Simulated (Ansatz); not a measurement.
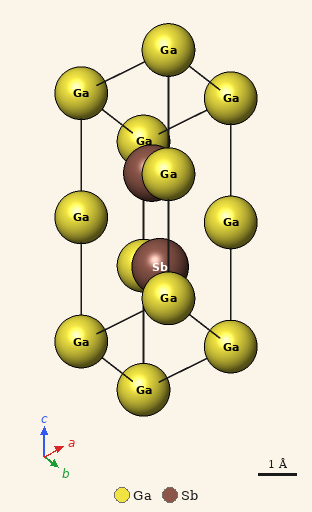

Starting structure of crystalline GaSb (a generated structure, set up in P6_3/mmc). Style: spheres-only. Shown: the cell of the calculation, from a free direction.

Method: DFT PBE, scalar-relativistic, plane waves, PAW in Ansatz.

The input:
```yaml
crystal:
  lattice:
    - [4.0046909147, 0.0, 0.0]
    - [-2.0023454573, 3.4681640664, 0.0]
    - [0.0, 0.0, 7.0776401553]
  atoms:
    - { symbol: Ga, position: [0.0, 0.0, 0.0] }
    - { symbol: Ga, position: [0.0, 0.0, 0.5] }
    - { symbol: Sb, position: [0.3333333333, 0.6666666667, 0.75] }
    - { symbol: Sb, position: [0.6666666667, 0.3333333333, 0.25] }
basis:
  ecutwfc: 420
kpoints:
  mp_grid: { grid: [15, 15, 8] }
hamiltonian:
  xc: pbe
scf:
  occupations: { method: gaussian, width: 0.1 }
output:
  forces: true
  stress: true
  eigenvalues: true
relax:
  adjacent_minimum: "off"
  f_tol: 0.01
  max_steps: 80
  cell: { stress_tol: 0.05 }
```

Command:
```bash
ansatz run input.yaml --threads 1 --pin off --max-ram 2048MiB --backend cpu --events-out ev --progress --plain --runs-dir out
```

Question: Where does the relaxation end?

Answer: No atom moves by more than 0.005 Å relative to the cell. Cell: a = b 4.005 → 3.979 Å (−0.6 %), c 7.078 → 7.162 Å (+1.2 %). Volume −0.1 %. The space group stays P6_3/mmc (No. 194). Over 2 accepted moves (3 points after the start) the energy falls by 1.5 meV per cell of the calculation. All forces vanish by symmetry, so only the cell relaxes. The pressure goes from 0.01 to 0.00 GPa. The SCF was repeated once at an unchanged geometry on a basis and grid sized afresh for the cell, which shifted the energy by less than 0.05 meV per cell of the calculation at most.

Step by step:

```tsv
step	E − E(0), meV/atom	pressure, GPa	volume, Å³/atom	note
0	0.00	0.01	24.575	
1	-0.31	0.01	24.558	
2	-0.39	0.00	24.548	
3	-0.38	0.00	24.548	same geometry, new basis
```

The structure at the end:

```
Ga Sb
1.0
     3.97879    0.00000    0.00000
    -1.98940    3.44573    0.00000
     0.00000    0.00000    7.16215
Ga Sb
2 2
Direct
  0.00000 0.00000 0.00000
  0.00000 0.00000 0.50000
  0.33333 0.66667 0.75000
  0.66667 0.33333 0.25000
```

After the run, drawn alike:

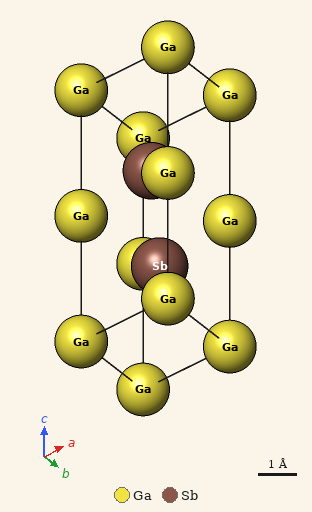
